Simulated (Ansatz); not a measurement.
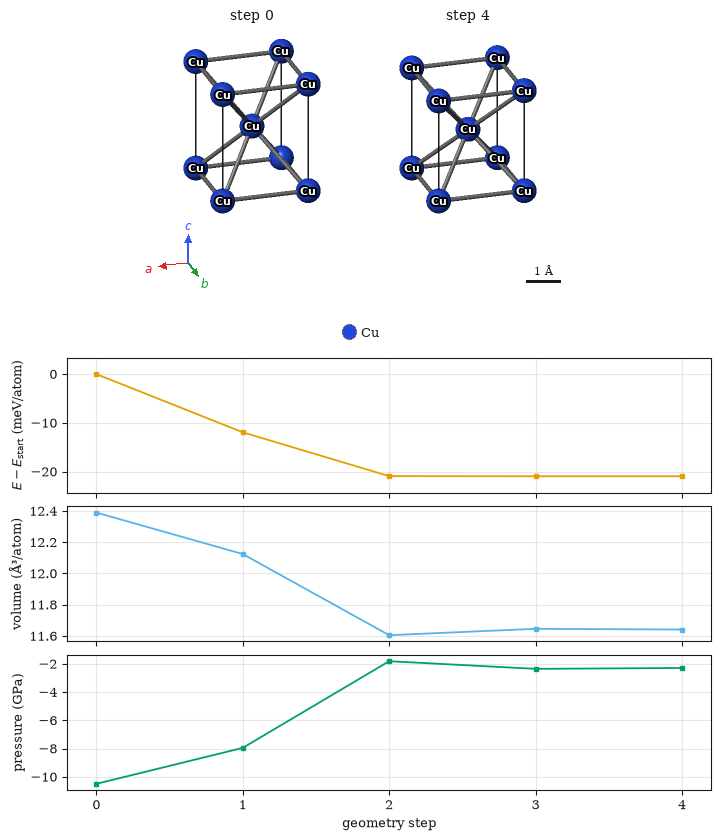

First and last geometry of a relaxation of solid Cu (set up in I4/mmm), with the history of the run. Style: ball-and-stick. Shown: the cell of the calculation, from a free direction.

Case: biaxial strain in the a-b plane of +6.0 %; c and atoms relaxed.

Computed with Ansatz 0.2.0, DFT r2SCAN, scalar-relativistic, plane waves, PAW. Set-up: plane-wave cutoff 500 eV; k-point mesh 20 × 20 × 14; occupations gaussian; smearing width 0.1 eV; no spin polarisation; cell relaxed at fixed a, b, gamma; force threshold 0.008 eV/Å; at most 40 steps.

Read the history and describe the run.

The run was cut off at its time limit before the relaxation converged, so the last structure is only a point on the way. Over 4 geometry steps the energy falls by 21.0 meV per atom. All forces vanish by symmetry, so only the cell relaxes. The pressure goes from −10.50 to −2.29 GPa. No atom moves by more than 0.005 Å relative to the cell. The drawn cell changes as follows: a = b unchanged at 2.681 Å, c 3.448 → 3.240 Å (−6.0 %); the volume changes by −6.0 %. Some distances before and after: Cu–Cu 2.562 → 2.493 Å. The space group stays I4/mmm (No. 139).
